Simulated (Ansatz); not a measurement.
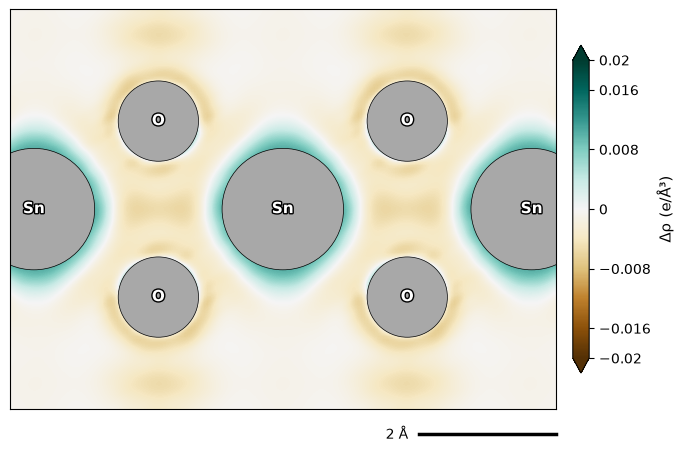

SnO₂. Difference of the valence pseudo-densities of two functionals at the same geometry, on the (101̄) plane of the calculation cell: B3LYP less HSE06.

Space group Fm-3m; a structure from a database of computed crystals, not necessarily the ambient phase.

Both computed with Ansatz (plane waves, PAW), on the same k-point mesh. Grey discs cover the atomic cores.

```yaml
crystal:
  lattice:
    - [0.00000, 2.57415, 2.57415]
    - [2.57415, 0.00000, 2.57415]
    - [2.57415, 2.57415, 0.00000]
  atoms:
    - { symbol: Sn, position: [0.00000, 0.00000, 0.00000] }
    - { symbol: O, position: [0.75000, 0.75000, 0.75000] }
    - { symbol: O, position: [0.25000, 0.25000, 0.25000] }
```

What does the difference map show?

Answer. Against HSE06, B3LYP gives more density around Sn (+0.005 e/Å³ on average at 1.0 Å from the nucleus) and less density around O (−0.005 e/Å³ on average at 0.7 Å from the nucleus).
